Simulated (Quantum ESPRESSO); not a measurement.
# Dipole at the next field: 1T-SnS2, 1 layer

Method. Quantum ESPRESSO 7.5, vdW-DF-cx, GBRV ultrasoft, PBE files; sawtooth field along the normal with dipole correction, ions clamped, threshold 1e-9 Ry; cell area 11.873 Å².

```
field (V/Å)  dipole (e Å a cell)
          0              0.00000
        0.1              0.03140
        0.2              0.06287
```

One more run was made and is withheld. What is the dipole at 0.3 V/Å, and what electrostatic thickness 4πα/A follows from the rows?

By hand: The slope is (0.06287 − (0.00000))/0.2 = 0.3143 e Å²/V, so 4πα/A = 180.95 × 0.3143/11.873 = 4.79 Å. Linear response gives p = 0.00000 + 0.3143 × (0.3) = 0.09430 e Å; a parabola through the three rows gives 0.09441.

What the calculation gave: p = 0.09433 e Å. The line misses by 0.0 % of the induced dipole and the parabola by 0.1 %. The response is linear over this range.

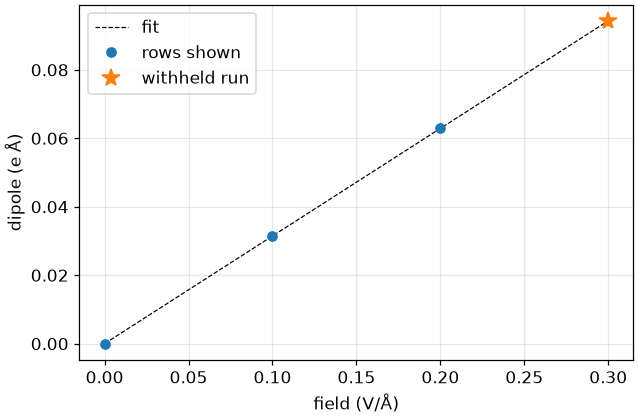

The rows shown, the fit and the withheld run.

**Limits.** Electrons alone respond; local and semilocal functionals tend to overscreen.

[Logs are printed without paths, hosts, clocks, repeated set-up lines and the standing remarks that a program may print on its own settings, such as how far it seeks lower states.]
